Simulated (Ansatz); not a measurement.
# Hf: what the fields show

```
CELL_PARAMETERS angstrom
3.16027 0.00000 0.00000
-1.58013 2.73687 0.00000
0.00000 0.00000 4.99622
ATOMIC_POSITIONS crystal
Hf 0.33333 0.66667 0.25000
Hf 0.66667 0.33333 0.75000
```

Space group P6₃/mmc.

Theory: DFT PBEsol, scalar-relativistic, plane waves, PAW (Ansatz).

In a PAW calculation such maps are meaningful between the atoms, not at the nuclei.

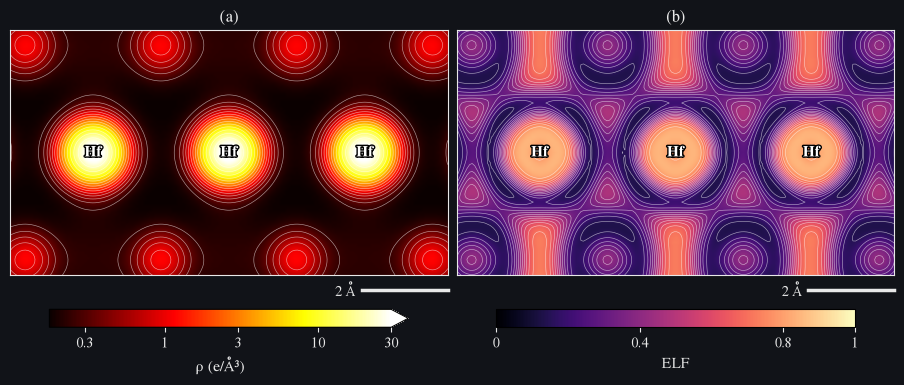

Figure 1. (a) valence electron density; (b) electron localisation function on the (100) plane of the conventional cell.

Q: Read the bonding off the picture.

A: The plane passes through Hf nuclei.
Atoms just off the plane (Hf, 0.9 Å away) can leave unmarked features too.
Hf–Hf (3.16 Å): ρ is about 0.2 e/Å³ halfway; the ELF is about 0.25 at the midpoint; no shared electron pair shows on this line.
Between the atoms the lowest density in this plane is 0.18 e/Å³.
The ELF has a maximum of about 0.75 in the space between the atoms, 1.9 Å from four Hf atoms, on no atom or two-centre bond.
The features right at Hf lie inside the PAW spheres, where the map follows smoothed inner orbitals and isn't to be read closely.

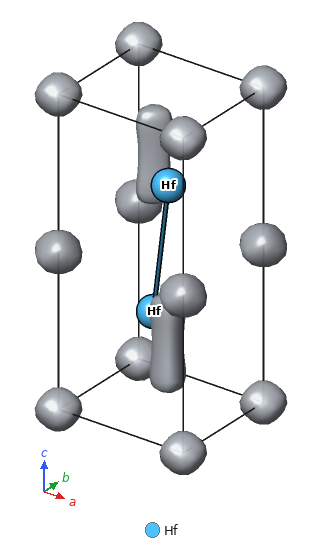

Figure 2. Isosurface of the electron localisation function at 0.65 (grey), seen slightly off an axis. Core shells and regions of very low density are left out. Sticks mark near contacts.

Q: What do the ELF domains correspond to?

A: The surface consists of four pockets between the atoms, centred on no nucleus (multi-centre or interstitial), counted in one cell of 2 atoms. Any copies at cell faces, edges or corners count once. There are no localised bonds or lone pairs at this value.


Hf–Hf (3.09 Å): the ELF is about 0.20 at the midpoint: no shared electron pair shows on this line.

Q: Metal or insulator at this level of theory?

A: It is metallic or semimetallic at this level of theory: no gap opens.
